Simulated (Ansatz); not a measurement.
Ge: several calculations on one system

## 1. A change

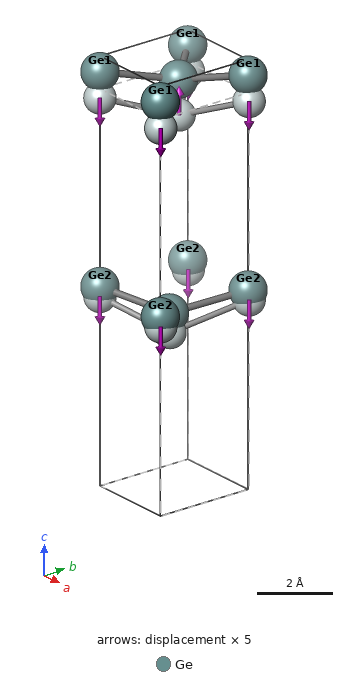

A symmetric starting cell of Ge, drawn pale, and a changed version of it, drawn solid. The purple arrows show how the atoms are displaced (without the part that the change of the cell carries along), magnified 5 times. Besides, the cell is strained by +8.3 % along c and −0.7 % across it (volume +6.7 %). Style: ball-and-stick. Shown: the cell of the calculation, slightly off an axis.

Computed with Ansatz, DFT PBE, scalar-relativistic, plane waves, PAW. (plane-wave cutoff 420 eV; k-point mesh 12 × 12 × 4; occupations gaussian; smearing width 0.1 eV; no spin polarisation)

### How are the atoms displaced, and what does the calculation give?

Atoms are displaced by 0.16 Å relative to the cell. No relaxation follows. The starting cell wasn't computed here and needn't be at equilibrium, so pressure and forces aren't due to the change alone. Some distances before and after: Ge–Ge 2.438 → 2.359 Å. The space group stays P6_3mc (No. 186). The pressure is 1.5 GPa (not all of it need come from the change, since the unchanged cell can be under pressure at this level too). The principal stresses (compression positive) are 0.4 GPa along c and 2.1 GPa across it. The largest forces, 0.6 eV/Å, act on 4 Ge atoms of the calculation's cell. The forces point straight back along the displacements (cosine −1.00).

## 2. A change

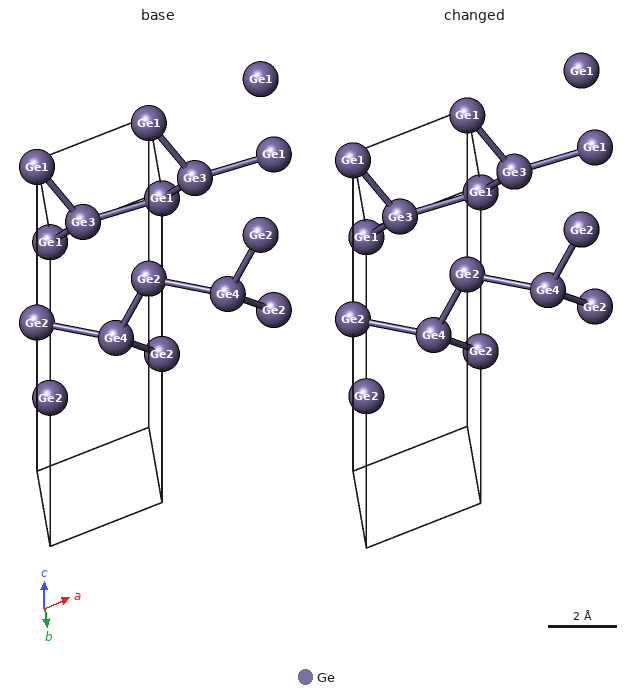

Left: a symmetric starting cell of Ge. Right: the same structure after one change, at the same scale. The picture is a ball-and-stick view of the cell of the calculation, repeated 2 × 1 × 1 with one cell outlined, seen from a free direction.

The calculation used DFT LDA, scalar-relativistic, plane waves, PAW (Ansatz 0.2.0). (plane-wave cutoff 420 eV; k-point mesh 12 × 12 × 4; occupations gaussian; smearing width 0.1 eV; no spin polarisation)

Q: What distinguishes the right structure from the left one?

A: All lengths are scaled by +2.2 % (volume +6.7 %), the atoms keeping their fractional coordinates. No relaxation follows. The starting cell wasn't computed here and needn't be at equilibrium, so pressure and forces aren't due to the change alone.

Q: What does the change do?

A: The pressure is −3.7 GPa (not all of it need come from the change, since the unchanged cell can be under pressure at this level too). The principal stresses (compression positive) are −1.1 GPa along c and −5.1 GPa across it. The largest forces, 0.42 eV/Å, act on Ge1, Ge2, Ge3 and Ge4; on Ge4 it points along +c. Near-neighbour distances before and after: Ge–Ge 2.438 → 2.491 Å. The space group stays P6_3mc (No. 186).

## 3. Distortion

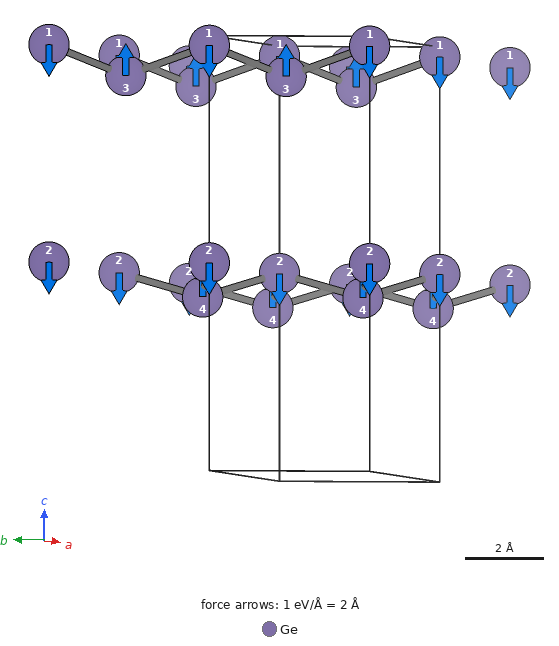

A changed version of a symmetric starting cell of Ge, with the computed forces as blue arrows. Besides, all lengths are scaled by +2.2 % (volume +6.7 %). A ball-and-stick model of the cell of the calculation, repeated 2 × 2 × 1 with one cell outlined, seen from a free direction.

Theory: DFT LDA, scalar-relativistic, plane waves, PAW in Ansatz 0.2.0. Settings: plane-wave cutoff 420 eV; k-point mesh 12 × 12 × 4; occupations gaussian; smearing width 0.1 eV; no spin polarisation.

**Where do the forces point?**

The atoms keep their fractional coordinates. No relaxation follows. The starting cell wasn't computed here and needn't be at equilibrium, so pressure and forces aren't due to the change alone. Near-neighbour distances before and after: Ge–Ge 2.438 → 2.491 Å. The space group stays P6_3mc (No. 186). The pressure is −3.7 GPa (not all of it need come from the change, since the unchanged cell can be under pressure at this level too). The principal stresses (compression positive) are −1.1 GPa along c and −5.1 GPa across it. The largest forces, 0.42 eV/Å, act on Ge1, Ge2, Ge3 and Ge4; on Ge4 it points along +c.
